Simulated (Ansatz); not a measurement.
# Calculations on W

## 1. Scan

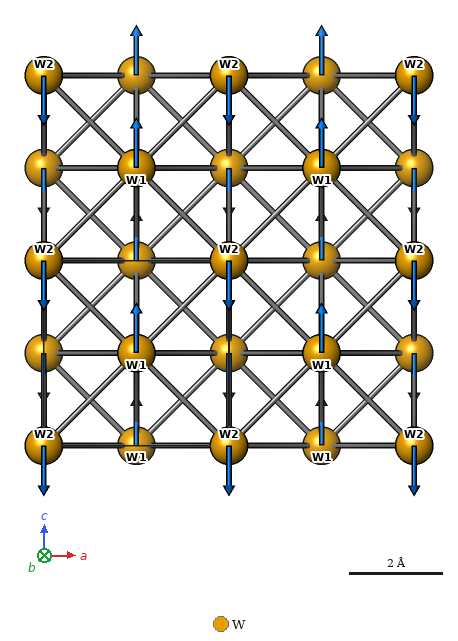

A scan of solid W (Fm-3m): a normal mode of wave vector (0, 1/2, 1/2) of the primitive cell, folded into a doubled cell, (one arbitrary combination within a set of 2 degenerate modes) is frozen in with the cell fixed, the amplitude being the largest displacement of an atom. The picture shows the reference cell. The blue arrows give the direction of positive displacement. The picture is a ball-and-stick view of the conventional cell (2 times the calculation's cell), repeated 2 × 1 × 2 with one cell outlined, seen along the b axis. Lengths and directions refer to the drawn axes.

Theory: DFT PBEsol, scalar-relativistic, plane waves, PAW in Ansatz. (plane-wave cutoff 420 eV; k-point mesh 22 × 22 × 16; occupations gaussian; smearing width 0.15 eV; no spin polarisation). Energies (free energies at the smearing named) are counted from the relaxed crystal.

The input:
```yaml
crystal:
  lattice:
    - [0.0, -1.9989957669, -1.9989957669]
    - [0.0, 1.9989957669, -1.9989957669]
    - [3.9979915338, 0.0, 0.0]
  atoms:
    - { symbol: W, position: [0.5, 0.5, 0.5] }
    - { symbol: W, position: [0.0, 0.0, 0.0] }
basis:
  ecutwfc: 420
kpoints:
  mp_grid: { grid: [22, 22, 16] }
hamiltonian:
  xc: pbesol
scf:
  occupations: { method: gaussian, width: 0.15 }
output:
  forces: true
  stress: true
  eigenvalues: true
  write_density: true
  write_potential: true
  elf: true
  volumetric_format: npy
```

Run as
```bash
ansatz run input.yaml --threads 2 --pin off --max-ram 5120MiB --backend cpu --events-out ev --progress --plain --runs-dir out
```

Give the energy at each point (the amplitude: −0.120, −0.090, −0.060, −0.030, 0.000, 0.015, 0.030, 0.045, 0.060, 0.075, 0.090, 0.105, 0.120 Å).

| largest displacement (Å) | energy change (meV/cell) |
| --- | --- |
| −0.120 | 105.2 |
| −0.090 | 59.4 |
| −0.060 | 26.5 |
| −0.030 | 6.7 |
| 0.000 | 0.0 |
| 0.015 | 1.7 |
| 0.030 | 6.7 |
| 0.045 | 14.9 |
| 0.060 | 26.5 |
| 0.075 | 41.3 |
| 0.090 | 59.4 |
| 0.105 | 80.7 |
| 0.120 | 105.2 |

Points that are alike by symmetry were computed once.

The harmonic wavenumber of the mode is 105 cm⁻¹, a stable vibration. Of the computed points the lowest is at the amplitude 0.00 Å, 0.0 meV/cell. The end points stand at 105.2 meV/cell (−0.12 Å) and 105.2 meV/cell (0.12 Å). The well is symmetric. At the highest point the shortest interatomic distance is 2.66 Å, against 2.83 Å in the reference.

## 2. Scan

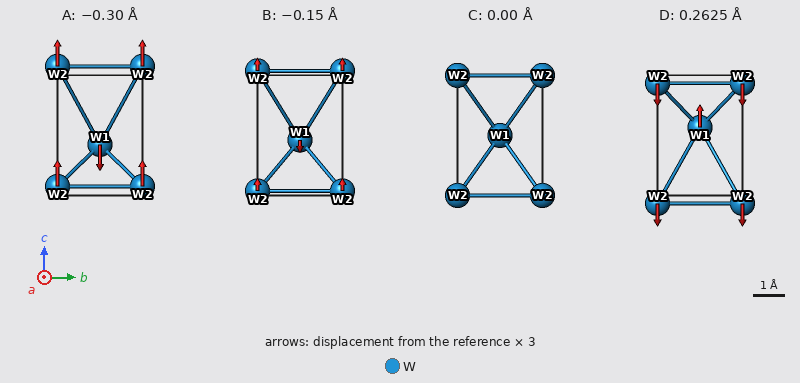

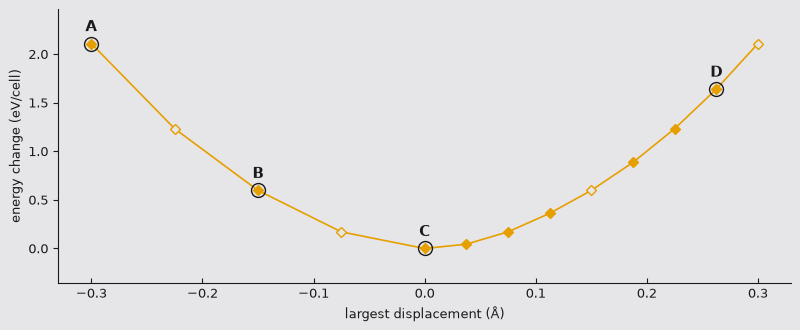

Energy scan for solid W (Fm-3m), in which a normal mode of wave vector (0, 1/2, 1/2) of the primitive cell, folded into a doubled cell, is frozen in with the cell fixed, the amplitude being the largest displacement of an atom. The lettered frames are marked on the plot. Hollow markers are points alike by symmetry, not computed again. A ball-and-stick model of the cell of the calculation, seen along the a axis. Red arrows: displacements from the reference.

All numbers below come from DFT PBEsol, scalar-relativistic, plane waves, PAW in Ansatz. Set-up: plane-wave cutoff 420 eV; k-point mesh 22 × 22 × 16; occupations gaussian; smearing width 0.15 eV; no spin polarisation. Energies (free energies at the smearing named) are counted from the relaxed crystal.

### What does the scan show?

The harmonic wavenumber of the mode is 217 cm⁻¹, a stable vibration. The lowest computed point lies at the amplitude 0.00 Å (0.00 eV/cell). At the ends of the scan the energy is 2.11 eV/cell (−0.30 Å) and 2.11 eV/cell (0.30 Å). The well is symmetric. At the highest point the shortest interatomic distance is 2.44 Å, against 2.83 Å in the reference. The distortion takes the space group from Fm-3m to P4/nmm.

## 3. One mode

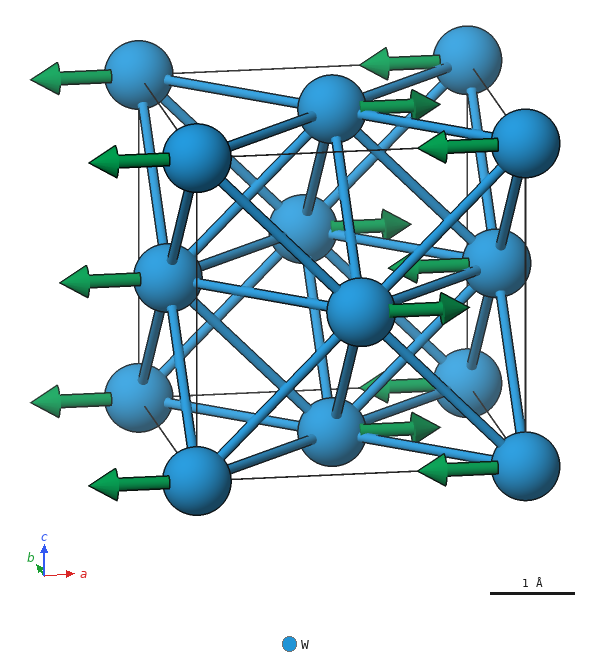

One vibrational mode of solid W at the zone centre of a doubled cell. The green arrows are the displacements of the atoms (eigenvector over the root of the mass), of arbitrary overall length and sign. A ball-and-stick model of the conventional cell (2 times the calculation's cell), seen slightly off an axis. Lengths and directions refer to the drawn axes.

Method: DFT PBEsol, scalar-relativistic, plane waves, PAW (Ansatz). (plane-wave cutoff 420 eV; k-point mesh 22 × 22 × 16; occupations gaussian; smearing width 0.15 eV; no spin polarisation)

Q: Give the character and frequency of this mode.

A: This is a non-degenerate mode at 26.9 meV, the highest level (the three translations aside). All motion is along a; atoms of one kind move against one another, with no net shift of their sublattice. It changes sign from one half of the doubled cell to the other: it belongs to the zone boundary, q = (0, 1/2, 1/2) in the reciprocal vectors of the undoubled cell.
